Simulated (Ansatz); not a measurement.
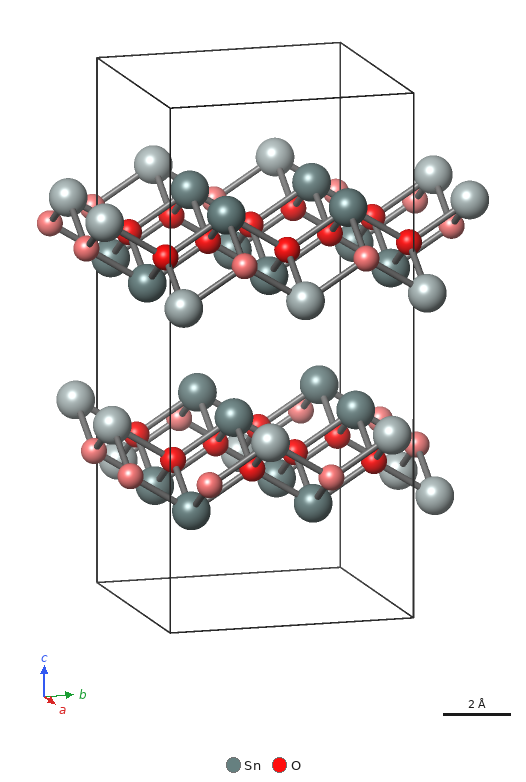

Figure 1. The input geometry (ball-and-stick view of the 2 × 2 repeat of the cell, with the vacuum cut short, seen slightly off an axis; neighbours outside the cell are drawn fainter). Near neighbours in the crystal (not all of them lie inside the picture): Sn has 4 O at 2.25 Å; O has 4 Sn at 2.25 Å.

# Single-point calculation, with input and output: SnO

The run: single-point calculation of SnO (slab, 8 atoms in the cell). Method and program: DFT PBE+D3(BJ), scalar-relativistic, plane waves, PAW, PAW set soft_1, no spin polarisation (Ansatz 0.2.0).

The structure derives from a Materials Project entry.

The input:
```yaml
crystal:
  lattice:
    - [3.8201630995, 0.0, 0.0]
    - [0.0, 3.8201630995, 0.0]
    - [0.0, 0.0, 22.2260821294]
  atoms:
    - { symbol: Sn, position: [0.75, 0.25, 0.2024648327] }
    - { symbol: O, position: [0.25, 0.25, 0.2556240231] }
    - { symbol: O, position: [0.75, 0.75, 0.2556240231] }
    - { symbol: Sn, position: [0.25, 0.75, 0.3087832136] }
    - { symbol: Sn, position: [0.375, 1.0, 0.5067488278] }
    - { symbol: O, position: [-0.125, 1.0, 0.5599080182] }
    - { symbol: O, position: [0.375, 1.5, 0.5599080182] }
    - { symbol: Sn, position: [-0.125, 1.5, 0.6130672086] }
basis:
  ecutwfc: 420
kpoints:
  mp_grid: { grid: [7, 7, 1] }
hamiltonian:
  xc: pbe
  pseudopotentials: { kind: paw, azcp: { folder: soft_1 } }
  dispersion: d3bj
scf:
  occupations: { method: gaussian, width: 0.05 }
output:
  forces: true
  eigenvalues: true
  write_density: true
  write_potential: true
  elf: true
  volumetric_format: npy
efield:
  axis: 3
  dipole_correction: true
  ramp_width: 0.04
```

Run as:
```bash
ansatz run input.yaml --threads 2 --pin off --max-ram 6144MiB --backend cpu --events-out ev --progress --plain --runs-dir out
```

The program's output:
```
Engine: ansatz 0.2.0, aarch64-unknown-linux-gnu
Pseudopotentials: kind: paw
Pseudopotential: Sn, paw, valence charge 14, recommended cutoff 420 eV (normal), [file]
Pseudopotential: O, paw, valence charge 6, recommended cutoff 420 eV (normal), [file]
Functional definition: PBE
  parameter kappa = 0.804
  parameter beta = 0.06672455060314922
  exchange = pbe_x(kappa = kappa, mu = beta*pi^2/3)
  correlation = pbe_c(beta = beta)
Crystal: 8 atoms, lattice volume = 324.360 Å³
Basis set: ecut = 420 eV, 6355 PW (Γ), exchange–correlation on 54×54×300 points (8 copies of the dense FFT grid, shifted against one another)
Bands: 48, of which v1, the nominal top of the filled ones, is band 40 counted from 1 (39 counted from 0)
Symmetry: 1 space group operations
k-points: 25 of 49 (time reversal used)
Non-local potential: Sn, projectors of the file, l = 0: 2, l = 1: 2, l = 2: 2, l = 3: 1
Non-local potential: O, projectors of the file, l = 0: 2, l = 1: 2, l = 2: 1
PAW form: soft (Blöchl's): semilocal exchange-correlation on the pseudo side does not see the compensation charge
PAW one-centre angular grid: Sn, 590 points (default); XC on 64 Gauss nodes
PAW one-centre angular grid: O, 110 points (default); XC on 64 Gauss nodes
Initial density: superposition of atomic densities (neutral atoms: chi_scale 0, normalization atom)
Initial wavefunctions: pseudopotential atomic-orbital guess
Functional: x = pbe(κ = 0.804, μ = 0.2195149727645171), c = pbe(β = 0.06672455060314922)
SCF iter   1: F=—  HF=-26376.219663 eV  |F-HF|=—  |Δ(HF+E_count)|=         —  Δρ=9.27e-2  dr2=3.31e1  ethr=3.10e-3  p=0.000 e·Å  D=2.13e-7 V/Å  ΔV_dip=-0.00 eV  dr2_dipole=4.65e-10  V_vac-E_F(+/−)=5.71/5.71 eV  ⟨swp⟩=7.1  Hψ=4633  notcnv=0
efield: sawtooth ramp at fractional position 0.8878 (placed from the atoms, in the widest stretch of the axis that holds none; the zero of the levels goes with the place), width 0.0400; the density the first Hamiltonian is built on has a dipole p = 0.000 e·Å; the dipole correction subtracts the counter field D = 2.13e-7 V/Å, which shifts the + side's vacuum level by -0.00 eV against the − side's; the planar-averaged density in the ramp window peaks in size at 1.7e-6 e/Å³
preconditioner: auto → Resta (q_TF=auto, 2.161 Å⁻¹)  ε∞=2.0  [insulator: Δε(μ)=3.415 eV  Ē_g=18.174 eV  σ=0.050 eV  W_gap=1.00  n_scr=50 (ndim 8)  ℏωp=18.4 eV  f_vac=0.457  D(μ)=0.00/eV (n_scr^D=0)  ε∞_Penn≈2.0  vacuum switching on, ρ_ref=2.4e-2 e/Å³]
SCF iter   2: F=—  HF=-26370.117863 eV  |F-HF|=—  |Δ(HF+E_count)|=    6.10e0  Δρ=6.53e-2  dr2=1.03e1  ethr=3.10e-3  p=0.000 e·Å  D=3.03e-5 V/Å  ΔV_dip=-0.00 eV  dr2_dipole=3.03e-8  V_vac-E_F(+/−)=3.16/3.16 eV  ⟨swp⟩=4.7  Hψ=3052  notcnv=0  defer=81
SCF iter   3: F=—  HF=-26368.181150 eV  |F-HF|=—  |Δ(HF+E_count)|=    1.94e0  Δρ=1.43e-2  dr2=6.19e-1  ethr=3.10e-3  p=-0.000 e·Å  D=-8.26e-6 V/Å  ΔV_dip=0.00 eV  dr2_dipole=2.29e-11  V_vac-E_F(+/−)=4.16/4.16 eV  ⟨swp⟩=3.0  Hψ=2135  notcnv=0  defer=83
SCF iter   4: F=—  HF=-26368.128565 eV  |F-HF|=—  |Δ(HF+E_count)|=   5.26e-2  Δρ=5.71e-3  dr2=1.81e-1  ethr=7.74e-4  p=0.000 e·Å  D=2.15e-5 V/Å  ΔV_dip=-0.00 eV  dr2_dipole=9.54e-9  V_vac-E_F(+/−)=3.55/3.55 eV  ⟨swp⟩=3.2  Hψ=1886  notcnv=0  defer=81
SCF iter   5: F=—  HF=-26368.096779 eV  |F-HF|=—  |Δ(HF+E_count)|=   3.18e-2  Δρ=1.97e-3  dr2=2.03e-2  ethr=2.26e-4  p=-0.000 e·Å  D=-5.74e-6 V/Å  ΔV_dip=0.00 eV  dr2_dipole=1.92e-9  V_vac-E_F(+/−)=3.82/3.82 eV  ⟨swp⟩=2.6  Hψ=1549  notcnv=0  defer=81
SCF iter   6: F=—  HF=-26368.093320 eV  |F-HF|=—  |Δ(HF+E_count)|=   3.46e-3  Δρ=3.64e-4  dr2=2.52e-3  ethr=2.54e-5  p=0.000 e·Å  D=1.80e-5 V/Å  ΔV_dip=-0.00 eV  dr2_dipole=9.25e-9  V_vac-E_F(+/−)=3.83/3.83 eV  ⟨swp⟩=2.4  Hψ=1628  notcnv=0  defer=81
SCF iter   7: F=—  HF=-26368.093145 eV  |F-HF|=—  |Δ(HF+E_count)|=   1.75e-4  Δρ=3.61e-4  dr2=6.68e-4  ethr=3.15e-6  p=-0.000 e·Å  D=-7.41e-6 V/Å  ΔV_dip=0.00 eV  dr2_dipole=2.12e-9  V_vac-E_F(+/−)=3.89/3.89 eV  ⟨swp⟩=2.7  Hψ=2001  notcnv=0  defer=81
SCF iter   8: F=—  HF=-26368.093006 eV  |F-HF|=—  |Δ(HF+E_count)|=   1.39e-4  Δρ=7.47e-5  dr2=2.51e-5  ethr=8.35e-7  p=0.000 e·Å  D=1.48e-5 V/Å  ΔV_dip=-0.00 eV  dr2_dipole=6.07e-9  V_vac-E_F(+/−)=3.87/3.87 eV  ⟨swp⟩=2.0  Hψ=1557  notcnv=0  defer=81
SCF iter   9: F=—  HF=-26368.092778 eV  |F-HF|=—  |Δ(HF+E_count)|=   2.28e-4  Δρ=4.31e-5  dr2=6.85e-6  ethr=3.13e-8  p=-0.000 e·Å  D=-1.82e-5 V/Å  ΔV_dip=0.00 eV  dr2_dipole=1.08e-8  V_vac-E_F(+/−)=3.87/3.87 eV  ⟨swp⟩=2.3  Hψ=1740  notcnv=0  defer=81
SCF iter  10: F=—  HF=-26368.092777 eV  |F-HF|=—  |Δ(HF+E_count)|=   1.27e-6  Δρ=7.22e-6  dr2=1.81e-7  ethr=8.57e-9  p=0.000 e·Å  D=1.15e-6 V/Å  ΔV_dip=-0.00 eV  dr2_dipole=1.84e-11  V_vac-E_F(+/−)=3.87/3.87 eV  ⟨swp⟩=2.0  Hψ=1483  notcnv=0  defer=81
SCF iter  11: F=-26368.092777 eV  HF=-26368.092777 eV  |F-HF|=4.21e-9  |Δ(HF+E_count)|=   2.43e-8  Δρ=2.01e-6  dr2=1.02e-8  ethr=1.25e-10  p=0.000 e·Å  D=1.24e-6 V/Å  ΔV_dip=-0.00 eV  dr2_dipole=4.13e-11  V_vac-E_F(+/−)=3.87/3.87 eV  ⟨swp⟩=21.3  Hψ=11532  notcnv=0
SCF 1 converged in 11 iterations: F = -26368.092777 eV  dr2 = 1.02e-8
  greatest PAW one-centre occupation: 0.993 electrons in one spin orbital (limit 2), on the Sn atom at site 4 (counted from 0), in its partial waves of l = 2
```

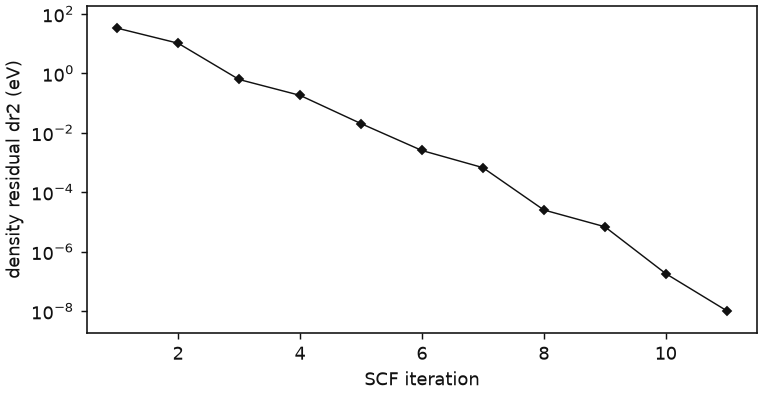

Figure 2. Convergence of the self-consistent field: density residual dr2 against the SCF iteration. The residual falls at every step.

```
WARN: The output density's exchange-correlation potential varies sharply where the density is thin. Do not read a vacuum level from v_tot or v_xc, or from such a field of the output density. On a cell that repeats whose density bears no net charge and no dipole along the vacuum's axis use v_es (v_loc + v_h of the components); under efield.dipole_correction with no amplitude use v_es + v_field, which holds any external_charges[].barrier, or the levels of the report's work_function block, which leave it out; under a non-zero efield.amplitude the vacuum is tilted and has no level; on a cell that repeats and bears such a dipole with no correction it is tilted too, and efield.dipole_correction with no amplitude gives each side of its ramp a level where efield: is served; in a cell that repeats whose density bears a net charge (total_charge, or a fill off its count) it is curved and has none; of a slab under crystal.periodic whose density bears no net charge use v_es, which has a level on each side, short of where the two are joined; of another it falls or rises all the way out and has none; of a slab beside external_charges read slab_vacuum_level instead, which it has where they leave it neutral. The grid or the basis barely resolves most such structure, and the values can differ between equally converged runs; as a rule a tighter scf.convergence.dr2_threshold does not remove it. Where the density itself ripples (under the LDA too) a higher basis.ecutwfc lessens it. The files hold the spikes' plane waves up to the density's cutoff. Files: v_tot_of_output_density and the like, and their columns of v_z.tsv (output.write_potential); v_xc_of_output_density and the like, and their columns of v_comp_z.tsv (output.write_potential_components). Measured: with its Gaussian average of σ = 0.25 Å subtracted twice, the exchange-correlation potential is over 0.1 eV at 392 of the grid points where the equally averaged density (valence and model cores) is under 1e-3 e/Å³, and 0.591 eV at the most among them, at an averaged density of 1.6e-7 e/Å³. The input density's (outcome.potential() and, of a run that writes arrays, v_tot and v_xc) is over 0.1 eV, so measured, at 300 points of its own thin density, 0.404 eV at the most. See output.write_potential in the manual, Limitations
SCF converged after 11 iterations
Free energy (F): -26368.092777 eV
Harris-Foulkes:  -26368.092777 eV  (|F-HF|=4.21e-9)
Internal energy: -26368.092777 eV  (E = F + TS)
E sigma→0 (E₀):  -26368.092777 eV
Fermi energy:    2.289284 eV
Dipole field:    D = -0.000006 V/Å  (p = -0.000010 e·Å, saw-weighted, corrected)
Work function:   Φ+ = 3.8731 eV   Φ− = 3.8729 eV
Levels:          The Fermi level and band energies are counted from a zero that moves with the ramp; work functions are not
--- Per-component energies (eV) ---
  E_band       = -990.203951
  E_kinetic    = 1341.791502
  E_local      = -38555.360663  (includes V_loc(G=0)·N_el)
  E_nonlocal   = 790.004775
  E_hartree    = 18789.960990
  E_xc         = -788.059783
  E_vxc        = -683.362243  (∫ρ·V_xc dr)
  E_paw        = -18126.177890  (= ΣΔE_a)
  E_vpaw       = -1463.205202  (= ΣTr[D̂ρ^β])
  E_aug_tail   = 0.004191  (compensation charges beyond the density's cutoff)
  E_efield     = 0.000000  (sawtooth field / dipole correction)
  E_vefield    = 0.000000  (∫n·V_field dr)
  E_ewald      = 10180.966158
  E_disp       = -1.222057  (pairwise vdW)
  E_smearing   = -0.000000  (= −TS)
  E_closure    = -0.000000  (closes the sum)
  Σ components = -26368.092777   (vs F -26368.092777, Δ=0.00e0)
--- Forces (eV/Å), atoms counted from 1 ---
  atom   1  Sn    -0.00175363    -0.00292655     0.01237876
  atom   2  O      0.00338588    -0.01459186     0.00299788
  atom   3  O     -0.00914785     0.00562934     0.00310307
  atom   4  Sn    -0.00789188    -0.01504097     0.02352100
  atom   5  Sn     0.00789167     0.01504047    -0.02355770
  atom   6  O      0.00914849    -0.00562891    -0.00309177
  atom   7  O     -0.00338617     0.01459185    -0.00298695
  atom   8  Sn     0.00175359     0.00292661    -0.01236277
  max |Σ_I F_I| component: 1.51e-6 eV/Å
--- Band table (eV; the first three rows and the last of 25) ---
  k-point 0: bands = ["-19.8143", "-19.8143", "-19.4550", "-19.4550", "-19.4118", "-19.4116", "-19.4115", "-19.4115", "-19.4018", "-19.4018", "-19.3695", "-19.3695", "-19.3657", "-19.3647", "-19.3367", "-19.3357", "-19.3301", "-19.3299", "-19.3299", "-19.3298", "-17.8797", "-17.8793", "-15.3806", "-15.3805", "-6.1662", "-6.0997", "-3.8790", "-3.8785", "-3.8784", "-3.8779", "-3.0951", "-2.8263", "-1.2994", "-1.2991", "-0.8922", "-0.8920", "-0.8919", "-0.8916", "0.4639", "0.9516", "3.5978", "3.9483", "3.9498", "4.7631", "5.9113", "6.3314", "6.3824", "6.3849"]
  k-point 1: bands = ["-19.8049", "-19.8049", "-19.4550", "-19.4550", "-19.4144", "-19.4142", "-19.4110", "-19.4109", "-19.4060", "-19.4060", "-19.3959", "-19.3957", "-19.3668", "-19.3667", "-19.3592", "-19.3582", "-19.3306", "-19.3304", "-19.3221", "-19.3212", "-17.7176", "-17.7173", "-15.4760", "-15.4759", "-6.1122", "-6.0531", "-3.8777", "-3.8705", "-3.7521", "-3.7511", "-3.3098", "-3.1327", "-1.5302", "-1.5126", "-1.0691", "-1.0685", "-0.9123", "-0.7997", "0.5113", "0.9713", "4.0626", "4.3513", "4.3627", "5.1618", "5.5204", "5.7020", "6.1675", "6.5104"]
  k-point 2: bands = ["-19.7788", "-19.7788", "-19.5470", "-19.5469", "-19.4202", "-19.4201", "-19.4152", "-19.4151", "-19.4104", "-19.4103", "-19.4077", "-19.4075", "-19.3593", "-19.3592", "-19.3423", "-19.3414", "-19.3334", "-19.3332", "-19.3183", "-19.3172", "-17.3068", "-17.3065", "-15.7630", "-15.7629", "-5.9324", "-5.8897", "-4.0162", "-3.9503", "-3.7191", "-3.7011", "-3.3878", "-3.3870", "-1.9309", "-1.9217", "-1.5434", "-1.5429", "-0.7917", "-0.5273", "0.5619", "0.9296", "4.3252", "4.6486", "4.6892", "4.9690", "5.2589", "5.7751", "6.0335", "6.4083"]
  k-point 24: bands = ["-19.7361", "-19.7361", "-19.6694", "-19.6692", "-19.4231", "-19.4230", "-19.4222", "-19.4222", "-19.4037", "-19.4035", "-19.4021", "-19.4020", "-19.3445", "-19.3443", "-19.3350", "-19.3349", "-19.3220", "-19.3211", "-19.3149", "-19.3138", "-16.7006", "-16.7003", "-16.1995", "-16.1993", "-5.8020", "-5.7781", "-5.2305", "-5.2052", "-3.5803", "-3.5530", "-2.8959", "-2.8778", "-2.1122", "-2.1095", "-1.4960", "-1.4828", "-0.2658", "0.0302", "0.3551", "0.6569", "3.6461", "4.0709", "4.1208", "4.5813", "6.2547", "6.5503", "6.5652", "6.9625"]
```

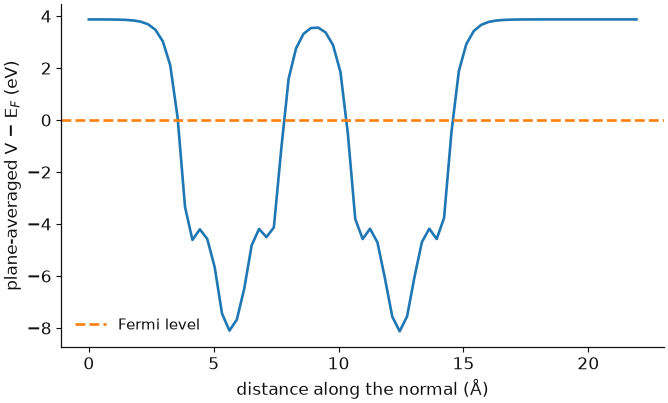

Figure 3. Plane average of the electrostatic potential energy of an electron across the cell, from the Fermi level. The vacuum level lies 3.87 eV above the Fermi level.

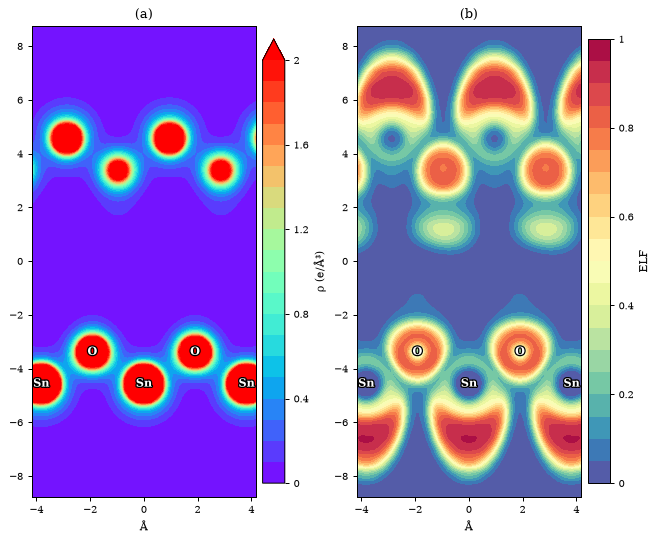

Figure 4. (a) valence charge density (pseudo); (b) ELF on the (100) plane of the calculation cell, a cut from vacuum to vacuum. Sn–O (2.25 Å): ρ is about 0.44 e/Å³ halfway; the ELF is about 0.20 at the midpoint. The density dies away to nearly zero in the vacuum. The fields are those of the smooth PAW valence density.

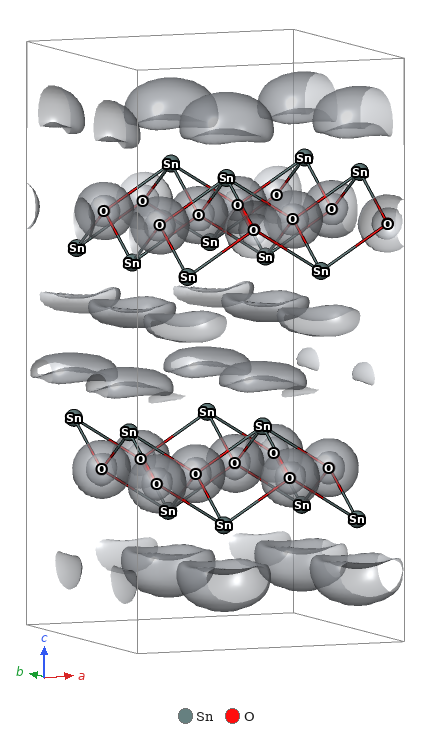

Figure 5. Isosurface of the ELF at 0.75 (grey), seen at an oblique angle. Only the valence region is drawn (cores and ρ < 0.01 e/Å³ removed). Sticks mark near contacts. Counts are for one cell; the picture repeats the cell along the surface. Profiles from the grid: Sn–O (2.25 Å): the ELF is about 0.20 at the midpoint.

Results in brief:

- outcome: converged
- electrons treated: 80
- free energy: −26368.0928 eV
- work function, top face: 3.87 eV
- work function, bottom face: 3.87 eV
- Fermi energy: 2.289 eV
- gap on the k-point mesh: 2.62 eV
- work function (upper face): 3.87 eV
- largest force (length of the vector): 0.029 eV/Å
- hardware: 2 threads of Arm Neoverse V1, 24 GiB of memory available, shared host
- wall time: 29 s (CPU time 58 s)
- peak memory: 0.64 GiB

Notes:

The program warns: the exchange-correlation potential is rough where the density is thin.
